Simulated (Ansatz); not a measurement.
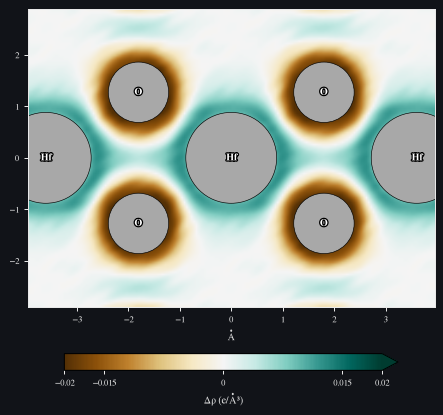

HfO2. Difference of the valence pseudo-densities of two functionals at the same geometry, on the (11̄0) plane of the calculation cell: one of PBE and r2SCAN less the other.

Both computed with Ansatz (plane waves, PAW), on the same k-point mesh. Grey discs cover the atomic cores.

**Which was subtracted from which, and what does the map show?**

It is PBE less r2SCAN. Against r2SCAN, PBE gives more density around Hf (+0.008 e/Å³ on average at 1.2 Å from the nucleus), less density around O (−0.014 e/Å³ on average at 0.7 Å from the nucleus) and a change of +0.008 e/Å³ at the midpoint of Hf–O.
